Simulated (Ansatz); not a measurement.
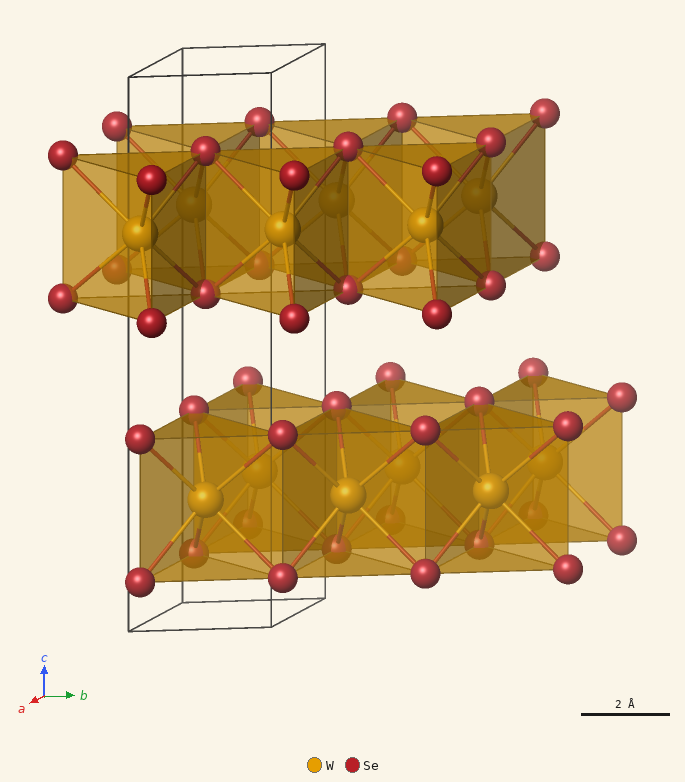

The structure as given in the input (polyhedral view of the cell of the calculation, repeated 2 × 3 × 1, seen slightly off an axis; polyhedra are completed across the faces of the cell).

## Single-point calculation of WSe$_{2}$ (part 1 of 2)

- system: WSe$_{2}$ (6 atoms in the cell)
- method: DFT PBEsol+U+J, scalar-relativistic, plane waves, PAW, U = 4 eV, J = 0.5 eV on W atom 1 d; U = 4 eV, J = 0.5 eV on W atom 2 d, spin-polarised (Ansatz 0.2.0)

The structure derives from an entry of the Crystallography Open Database. It belongs to a series of runs on one base structure; here: natural orbitals of the symmetric run, filled by rank. Figures and captions count atoms from 1; the log counts them from 0 in places.

Log:
```
Warning: crystal.symmetry: narrowed to the stabiliser of the occupation matrices — unitary ops 12 → 4, anti-unitary 12 → 4; lowered by the specified shells (site 0, l: d), (site 1, l: d); largest admitted image defect 4.4e-16, smallest excluded 7.1e-1 — at a splitting's scale: the group the occupation matrices' own texture admits
W: projections on atomic orbitals take those of the free atom [Kr 4d10 4f14] 5s2 5p6 5d4 6s2, of charge +0.00 (hamiltonian.pseudopotentials.projection_atoms); the dataset's partial waves leave at most 6.5e-5 of an orbital's norm unspanned inside its sphere
Se: projections on atomic orbitals take those of the free atom [Ar] 3d10 4s2 4p4, of charge +0.00 (hamiltonian.pseudopotentials.projection_atoms); the dataset's partial waves leave at most 2.3e-6 of an orbital's norm unspanned inside its sphere
Engine: ansatz 0.2.0, aarch64-unknown-linux-gnu
Pseudopotentials: kind: paw
Pseudopotential: W, paw, valence charge 14, recommended cutoff 420 eV (normal), W.paw.azcp
Pseudopotential: Se, paw, valence charge 16, recommended cutoff 420 eV (normal), Se.paw.azcp
Functional definition: PBEsol
  exchange = pbesol_x
  correlation = pbesol_c
Crystal: 6 atoms, lattice volume = 121.580 Å³
Basis set: ecut = 420 eV, 2419 PW (Γ), exchange–correlation on 48×48×180 points (8 copies of the dense FFT grid, shifted against one another)
Bands: 58, of which v1, the nominal top of the filled ones, is band 46 counted from 1 (45 counted from 0)
Symmetry: 4 space group operations
k-points: 32 of 98 (time reversal used)
Non-local potential: W, projectors of the file, l = 0: 3, l = 1: 2, l = 2: 2, l = 3: 1
Non-local potential: Se, projectors of the file, l = 0: 2, l = 1: 2, l = 2: 3, l = 3: 1
PAW form: soft (Blöchl's): semilocal exchange-correlation on the pseudo side does not see the compensation charge
PAW frozen core: W, regenerated for the run's functional, and the local potential with it (the file was generated under x = pbe(κ = 0.804, μ = 0.2195149727645171), c = pbe(β = 0.06672455060314922))
PAW frozen core: Se, regenerated for the run's functional, and the local potential with it (the file was generated under x = pbe(κ = 0.804, μ = 0.2195149727645171), c = pbe(β = 0.06672455060314922))
PAW one-centre angular grid: W, 590 points (default); XC on 64 Gauss nodes
PAW one-centre angular grid: Se, 590 points (default); XC on 64 Gauss nodes
Initial density: superposition of atomic densities (chi_scale 0.1, normalization cell)
Starting moments: Σ|m| = 4 μB on 2 of 6 sites
Initial wavefunctions: pseudopotential atomic-orbital guess
Functional: x = pbesol(κ = 0.804, μ = 0.12345679012345678), c = pbesol(β = 0.046)
iter 1 solved again at ethr=3.09e-3 eV; its pass at ethr=3.10e-3 eV (dr2=2.84e0 eV) is discarded
SCF iter   1: F=—  HF=-42199.215323 eV  |F-HF|=—  |Δ(HF+E_count)|=         —  Δρ=4.31e-2 (↑4.31e-2 ↓4.31e-2)  dr2=2.85e0  dr2_m=1.46e0  M=0.000 μB ∫|m|=2.491 μB  β_m=0.30  ethr=3.09e-3  ⟨swp⟩=1.6  Hψ=17592  notcnv=0
preconditioner: auto → Kerker (q_TF=auto, 2.604 Å⁻¹)  [metal: Δε(μ)=0.022 eV  Ē_g=10.168 eV  σ=0.050 eV  W_gap=0.24  n_scr=40 (ndim 8)  ℏωp=20.2 eV  f_vac=0.022  D(μ)=6.04/eV (n_scr^D=66)]
spin=Collinear: Kerker preconditioning applied to the charge; magnetization (m = ρ↑ − ρ↓) channel mixes plain (no charge-response kernel on spin).
SCF iter   2: F=—  HF=-42199.030104 eV  |F-HF|=—  |Δ(HF+E_count)|=   1.85e-1  Δρ=3.01e-2 (↑3.01e-2 ↓3.01e-2)  dr2=1.21e0  dr2_m=7.21e-1  M=0.000 μB ∫|m|=2.527 μB  β_m=0.30  ethr=3.09e-3  ⟨swp⟩=2.0  Hψ=4396  notcnv=0
SCF iter   3: F=—  HF=-42198.888382 eV  |F-HF|=—  |Δ(HF+E_count)|=   1.42e-1  Δρ=1.84e-2 (↑1.84e-2 ↓1.84e-2)  dr2=4.05e-1  dr2_m=3.37e-1  M=0.000 μB ∫|m|=2.596 μB  β_m=0.30  ethr=1.32e-3  ⟨swp⟩=2.5  Hψ=5465  notcnv=0  defer=182
SCF iter   4: F=—  HF=-42198.896572 eV  |F-HF|=—  |Δ(HF+E_count)|=   8.19e-3  Δρ=1.27e-2 (↑1.27e-2 ↓1.27e-2)  dr2=3.97e-2  dr2_m=1.76e-1  M=-0.000 μB ∫|m|=2.584 μB  β_m=0.30  ethr=4.40e-4  ⟨swp⟩=2.3  Hψ=5692  notcnv=0  defer=222
SCF iter   5: F=—  HF=-42198.921650 eV  |F-HF|=—  |Δ(HF+E_count)|=   2.51e-2  Δρ=9.12e-3 (↑9.12e-3 ↓9.12e-3)  dr2=2.01e-2  dr2_m=8.94e-2  M=0.000 μB ∫|m|=2.592 μB  β_m=1.00  ethr=4.32e-5  ⟨swp⟩=2.4  Hψ=6728  notcnv=0  defer=222
SCF iter   6: F=—  HF=-42198.965060 eV  |F-HF|=—  |Δ(HF+E_count)|=   4.34e-2  Δρ=1.07e-3 (↑1.07e-3 ↓1.07e-3)  dr2=2.40e-3  dr2_m=8.23e-4  M=-0.000 μB ∫|m|=2.611 μB  β_m=1.00  ethr=2.18e-5  ⟨swp⟩=2.0  Hψ=6980  notcnv=0  defer=222
SCF iter   7: F=—  HF=-42198.964906 eV  |F-HF|=—  |Δ(HF+E_count)|=   1.54e-4  Δρ=6.27e-4 (↑6.27e-4 ↓6.27e-4)  dr2=4.81e-4  dr2_m=2.57e-4  M=0.000 μB ∫|m|=2.642 μB  β_m=1.00  ethr=2.61e-6  ⟨swp⟩=2.0  Hψ=6424  notcnv=0  defer=222
SCF iter   8: F=—  HF=-42198.965988 eV  |F-HF|=—  |Δ(HF+E_count)|=   1.08e-3  Δρ=4.37e-4 (↑4.37e-4 ↓4.37e-4)  dr2=3.23e-4  dr2_m=9.74e-5  M=0.000 μB ∫|m|=2.664 μB  β_m=1.00  ethr=5.23e-7  ⟨swp⟩=2.0  Hψ=6558  notcnv=0  defer=218
SCF iter   9: F=—  HF=-42198.966622 eV  |F-HF|=—  |Δ(HF+E_count)|=   6.34e-4  Δρ=1.67e-4 (↑1.67e-4 ↓1.67e-4)  dr2=4.24e-5  dr2_m=1.31e-5  M=0.000 μB ∫|m|=2.673 μB  β_m=1.00  ethr=3.51e-7  ⟨swp⟩=2.0  Hψ=6432  notcnv=0  defer=218
SCF iter  10: F=—  HF=-42198.966851 eV  |F-HF|=—  |Δ(HF+E_count)|=   2.29e-4  Δρ=1.03e-4 (↑1.03e-4 ↓1.03e-4)  dr2=1.75e-5  dr2_m=8.03e-6  M=0.000 μB ∫|m|=2.680 μB  β_m=0.30  ethr=4.61e-8  ⟨swp⟩=2.0  Hψ=6580  notcnv=0  defer=218
Mixer restart at iter 10: flushing history
spin-set hold released at iteration 10 (site moments contracting): the magnetisation degrees of freedom join the quasi-Newton model from the next iteration; the mixer history was flushed
SCF iter  11: F=—  HF=-42198.966957 eV  |F-HF|=—  |Δ(HF+E_count)|=   1.06e-4  Δρ=8.79e-5 (↑8.79e-5 ↓8.79e-5)  dr2=1.40e-5  dr2_m=6.09e-6  M=0.000 μB ∫|m|=2.682 μB  β_m=0.30  ethr=1.90e-8  ⟨swp⟩=2.0  Hψ=3772  notcnv=0  defer=218
Mixer restart at iter 11: flushing history
SCF iter  12: F=—  HF=-42200.308662 eV  |F-HF|=—  |Δ(HF+E_count)|=         —  Δρ=5.63e-3 (↑5.63e-3 ↓5.63e-3)  dr2=1.08e-1  dr2_m=2.59e-2  M=0.000 μB ∫|m|=2.351 μB  β_m=0.30  ethr=1.52e-8  ⟨swp⟩=4.8  Hψ=9118  notcnv=0  defer=218
SCF iter  13: F=—  HF=-42201.838071 eV  |F-HF|=—  |Δ(HF+E_count)|=    1.53e0  Δρ=9.05e-3 (↑9.05e-3 ↓9.05e-3)  dr2=3.99e-1  dr2_m=5.98e-2  M=0.000 μB ∫|m|=2.098 μB  β_m=0.65  ethr=1.52e-8  ⟨swp⟩=4.1  Hψ=11092  notcnv=0  defer=218
SCF iter  14: F=—  HF=-42204.264188 eV  |F-HF|=—  |Δ(HF+E_count)|=    2.43e0  Δρ=1.16e-2 (↑1.16e-2 ↓1.16e-2)  dr2=1.42e-1  dr2_m=1.27e-1  M=0.000 μB ∫|m|=1.132 μB  β_m=0.82  ethr=1.52e-8  ⟨swp⟩=5.7  Hψ=13668  notcnv=0  defer=218
SCF iter  15: F=—  HF=-42204.758675 eV  |F-HF|=—  |Δ(HF+E_count)|=   4.94e-1  Δρ=3.83e-3 (↑3.83e-3 ↓3.83e-3)  dr2=4.83e-2  dr2_m=1.35e-2  M=0.000 μB ∫|m|=0.514 μB  β_m=0.91  ethr=1.52e-8  ⟨swp⟩=5.0  Hψ=14587  notcnv=0  defer=282
SCF iter  16: F=—  HF=-42204.808956 eV  |F-HF|=—  |Δ(HF+E_count)|=   5.03e-2  Δρ=1.38e-3 (↑1.38e-3 ↓1.38e-3)  dr2=8.85e-3  dr2_m=1.70e-3  M=0.000 μB ∫|m|=0.240 μB  β_m=0.92  ethr=1.52e-8  ⟨swp⟩=5.1  Hψ=13453  notcnv=0  defer=286
SCF iter  17: F=—  HF=-42204.816889 eV  |F-HF|=—  |Δ(HF+E_count)|=   7.93e-3  Δρ=8.61e-4 (↑8.61e-4 ↓8.61e-4)  dr2=6.49e-3  dr2_m=5.67e-4  M=0.000 μB ∫|m|=0.147 μB  β_m=0.96  ethr=1.52e-8  ⟨swp⟩=4.2  Hψ=11400  notcnv=0  defer=286
SCF iter  18: F=—  HF=-42204.821783 eV  |F-HF|=—  |Δ(HF+E_count)|=   4.89e-3  Δρ=4.44e-4 (↑4.44e-4 ↓4.44e-4)  dr2=3.50e-4  dr2_m=1.83e-4  M=0.000 μB ∫|m|=0.064 μB  β_m=0.98  ethr=1.52e-8  ⟨swp⟩=4.2  Hψ=10414  notcnv=0  defer=286
SCF iter  19: F=—  HF=-42204.822880 eV  |F-HF|=—  |Δ(HF+E_count)|=   1.10e-3  Δρ=1.47e-4 (↑1.47e-4 ↓1.47e-4)  dr2=1.06e-5  dr2_m=2.16e-5  M=0.000 μB ∫|m|=0.027 μB  β_m=0.99  ethr=1.52e-8  ⟨swp⟩=3.1  Hψ=8008  notcnv=0  defer=286
SCF iter  20: F=—  HF=-42204.823047 eV  |F-HF|=—  |Δ(HF+E_count)|=   1.66e-4  Δρ=4.67e-5 (↑4.66e-5 ↓4.67e-5)  dr2=1.23e-6  dr2_m=2.00e-6  M=0.000 μB ∫|m|=0.008 μB  β_m=1.00  ethr=1.16e-8  ⟨swp⟩=3.0  Hψ=7086  notcnv=0  defer=286
SCF iter  21: F=—  HF=-42204.823069 eV  |F-HF|=—  |Δ(HF+E_count)|=   2.24e-5  Δρ=2.04e-5 (↑2.04e-5 ↓2.04e-5)  dr2=2.67e-6  dr2_m=3.27e-7  M=0.000 μB ∫|m|=0.004 μB  β_m=1.00  ethr=1.34e-9  ⟨swp⟩=3.0  Hψ=7159  notcnv=0  defer=286
SCF iter  22: F=—  HF=-42204.823072 eV  |F-HF|=—  |Δ(HF+E_count)|=   2.94e-6  Δρ=9.96e-6 (↑9.95e-6 ↓9.96e-6)  dr2=4.05e-7  dr2_m=9.20e-8  M=0.000 μB ∫|m|=0.002 μB  β_m=1.00  ethr=1.34e-9  ⟨swp⟩=2.1  Hψ=4966  notcnv=0  defer=286
iter 23 did not close the SCF: its close was put off for a magnetic moment that had not settled (scf_convergence_deferred on its scf_iter line)
SCF iter  23: F=-42204.823073 eV  HF=-42204.823073 eV  |F-HF|=1.32e-8  |Δ(HF+E_count)|=   7.82e-7  Δρ=3.08e-6 (↑3.08e-6 ↓3.06e-6)  dr2=2.57e-8  dr2_m=5.72e-9  M=0.000 μB ∫|m|=0.000 μB  β_m=1.00  ethr=1.09e-10  ⟨swp⟩=14.2  Hψ=25967  notcnv=0
iter 24 did not close the SCF: its close was put off for a magnetic moment that had not settled (scf_convergence_deferred on its scf_iter line)
SCF iter  24: F=-42204.823073 eV  HF=-42204.823073 eV  |F-HF|=1.31e-9  |Δ(HF+E_count)|=   4.83e-8  Δρ=6.95e-7 (↑6.76e-7 ↓6.95e-7)  dr2=4.00e-9  dr2_m=1.48e-10  M=0.000 μB ∫|m|=0.000 μB  β_m=1.00  ethr=2.80e-11  ⟨swp⟩=6.1  Hψ=20511  notcnv=0
SCF iter  25: F=-42204.823073 eV  HF=-42204.823073 eV  |F-HF|=1.46e-11  |Δ(HF+E_count)|=  9.17e-10  Δρ=2.73e-7 (↑2.64e-7 ↓2.73e-7)  dr2=3.65e-10  dr2_m=4.69e-11  M=0.000 μB ∫|m|=0.000 μB  ethr=4.35e-12  ⟨swp⟩=5.0  Hψ=18255  notcnv=0
WARN: the starting moments were not kept: the SCF closed with an absolute magnetisation of 3.5e-5 μB, where they sum to 4 μB in size (2 sites). That is at most 0.1 of that sum. Measured as dr2_m measures the in/out step, that magnetisation stands 1.2e-10 eV from none, at or under the dr2_threshold of 1.0e-7 eV: it is no larger than a step whose dr2_m would equal this threshold. The system may hold no moment; this SCF shows only that its start led to no more than that. To try another start: raise the starting moments (crystal.atoms[].spin, magnetization.per_species, magnetization.initial_magnetization, or on a non-collinear deck that types none of these the spinor_matrix: blocks that start its atoms; where the total moment is fixed, keep their sum and leave initial_magnetization as it is; typed ones take the place of any that the run laid by itself, positive ones on a crystal's lanthanoids without a Hubbard term where scf.initial_density.shell_occupations: [] is typed) or, if the notice of its spin-set hold's release reads "site moments contracting" or "site moments show no strong build", lengthen the hold (scf.mixing.spin_hold: { on: { confirm: 4 } }; for m-r²SCAN on two components see the key's manual first). Each may lead to a state that holds a moment. A second SCF, from the converged charge density, with the starting moments and any scf.initial_density.shell_occupations laid on it anew, would have followed, and was not run: the deck does not ask for one (magnetization.retry_lost_moments is false, the default). To let it run, set magnetization.retry_lost_moments: true and run the deck again, where that key's refused combinations let it; where memory then withholds it, that run's warning says so.
WARN: hamiltonian.hubbard: on 4 of 4 specified blocks the occupation matrix of this SCF's result fails the test of the specified filling. At site 0 ↑ (sites count from 0 in the list of atoms of the cell that this SCF solves) the least filled combination of the orbitals specified full has occupation 0.514, and the fullest combination of the orbitals specified empty has occupation 0.514; the filling counts as kept where the first is at least 0.75 and exceeds the second by more than 0.25. The same holds at site 0 ↓, site 1 ↑, site 1 ↓. The state of this SCF's result may not hold the specified filling, though these bounds can also misjudge a state that does. This warning does not say which state is lower in energy, or whether the specified filling is a self-consistent state at all; see hamiltonian.hubbard.sites[].starting_ns, Limitations, and scf.initial_density.shell_occupations in the input reference
SCF 1 converged in 25 iterations: F = -42204.823073 eV  dr2 = 3.65e-10
  greatest PAW one-centre occupation: 1.000 electrons in one spin orbital (limit 2), on the Se atom at site 5 (counted from 0), in its partial waves of l = 2
```

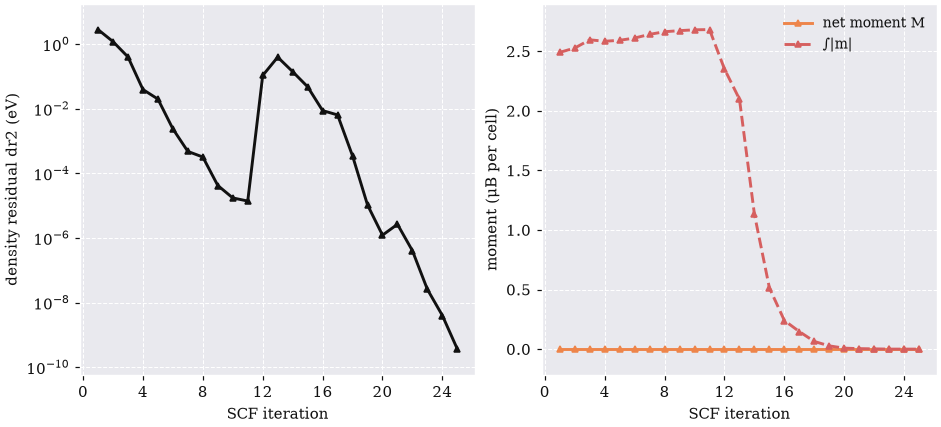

Convergence of the self-consistent field: density residual dr2 and magnetic moment against the SCF iteration. The residual falls unevenly and jumps up by a factor of two or more 3 times on the way down. The net moment stays at 0.0 μB per cell, and ∫|m| falls to zero.

```
SCF converged after 25 iterations
Magnetization: 0.0000 μB (46.0000 up, 46.0000 down)
Absolute magnetization: 0.0000 μB (∫|ρ↑−ρ↓|, with the PAW one-centre terms)
Spin contamination: 0.0000 ħ² per cell (⟨S²⟩ above its minimum at these occupations)
Per-site moments (μB) at R_I (Å): [(-1.5870633959033415e-6, 1.044154378406521), (1.585887357000655e-6, 1.044154378406521), (-9.7309019125804e-7, 1.044154378406521), (9.73505986855396e-7, 1.0441543784065213), (-9.7309019112538e-7, 1.0441543784065217), (9.735059869612649e-7, 1.044154378406521)]
Free energy (F): -42204.823073 eV
Harris-Foulkes:  -42204.823073 eV  (|F-HF|=1.46e-11)
Internal energy: -42204.823073 eV  (E = F + TS)
E sigma→0 (E₀):  -42204.823073 eV
Fermi energy:    13.245693 eV
--- Per-component energies (eV) ---
  E_band       = -1696.870977
  E_kinetic    = 1378.662137
  E_local      = -11443.150436  (includes V_loc(G=0)·N_el)
  E_nonlocal   = -2361.978004
  E_hartree    = 5493.698777
  E_xc         = -945.736340
  E_vxc        = -872.287491  (∫ρ·V_xc dr)
  E_hubbard    = 8.686665  (on-site DFT+U / exact-exchange correction)
  E_vhub       = -0.281275  (the Hubbard potential's part of the band-sum identity)
  E_paw        = -24344.633726  (= ΣΔE_a)
  E_vpaw       = 614.767816  (= ΣTr[D̂ρ^β])
  E_aug_tail   = -0.002495  (compensation charges beyond the density's cutoff)
  E_ewald      = -9994.847037
  E_core_change = 4.477386  (= ΣΔE_core)
  E_smearing   = -0.000000  (= −TS)
  E_closure    = 0.000000  (closes the sum)
  Σ components = -42204.823073   (vs F -42204.823073, Δ=0.00e0)
--- DFT+U+J on-site energies (Liechtenstein; fll double counting; per corrected site; eV) ---
  site 0 (l=d): U=4.0000  J=0.5000  Tr N=5.0442  E_int=43.222916  E_dc=38.879584  E_U=4.343333
  site 1 (l=d): U=4.0000  J=0.5000  Tr N=5.0442  E_int=43.222953  E_dc=38.879621  E_U=4.343333
```
